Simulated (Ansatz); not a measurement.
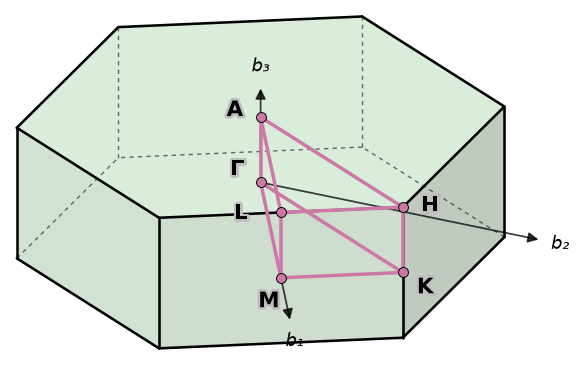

Crystal: Al2O3, the input geometry of an electronic-structure calculation (not necessarily at equilibrium). The figure shows the first Brillouin zone with its special points and a band path. All values are computed from the atomic coordinates in the standard setting (tolerance 0.002 Å).

Labels and path follow the convention of Hinuma et al. (2017), as computed by seekpath; the arrows show the directions of the reciprocal primitive vectors b₁, b₂, b₃.

**Name the Bravais lattice of the crystal.**

A primitive hexagonal lattice (hP; extended symbol hP2). The zone is a hexagonal prism in its combinatorial type: 8 faces (6 with 4 edges, 2 with 6 edges), 18 edges, 12 vertices.

**Write the standard path through the labelled points.**

Γ–M–K–Γ–A–L–H–A | L–M | H–K
